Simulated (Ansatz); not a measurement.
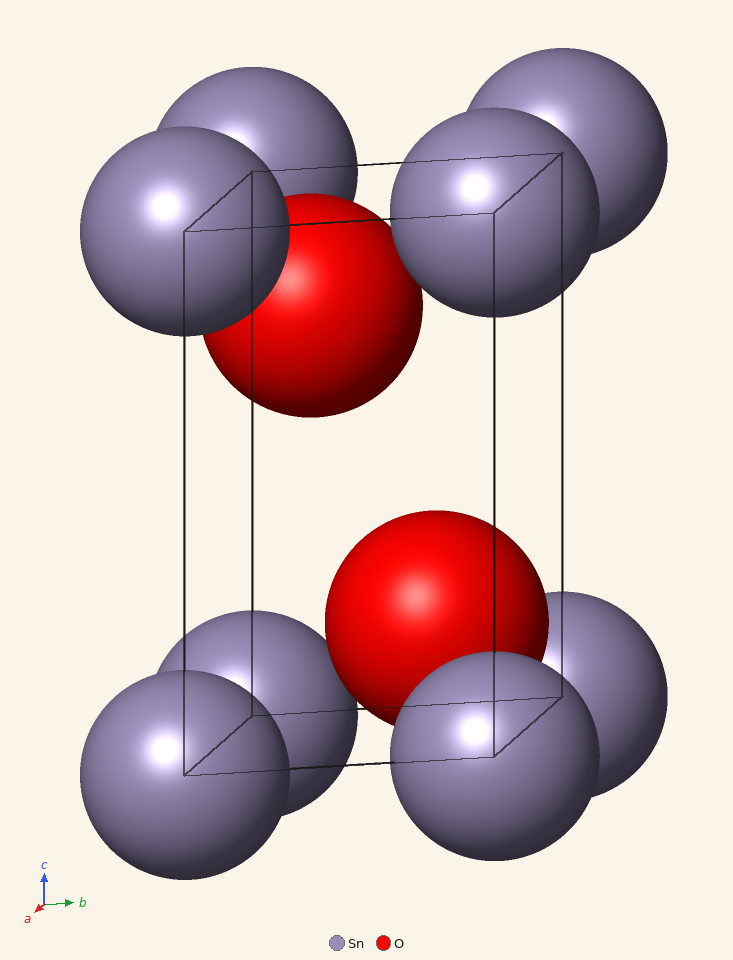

The image is a space-filling drawing of a crystal, viewed slightly off an axis. The conventional unit cell is drawn as a box.

SnO$_{2}$, space group P-3m1 (No. 164), a = 3.23 Å, b = 3.23 Å, c = 5.48 Å, α = 90.00°, β = 90.00°, γ = 120.00°.

The calculation used DFT PBE, scalar-relativistic, plane waves, PAW in Ansatz 0.2.0, with a cutoff energy of 420 eV, k-points on a 12×12×6 grid, Gaussian smearing of 0.02 eV, no spin polarisation.

### Classify it as metallic or gapped, with the value.

A semiconductor at this level, with a gap of 2.29 eV.

### Would the cell expand or shrink if it could?

The computed pressure is 0.1 GPa, close to zero.

Provenance: a structure listed in the Materials Project, with elements exchanged, so it need not be a known form of the compound. Earlier steps of the study may have refined or changed the cell and positions. An electronic-structure calculation with Ansatz was run on it.
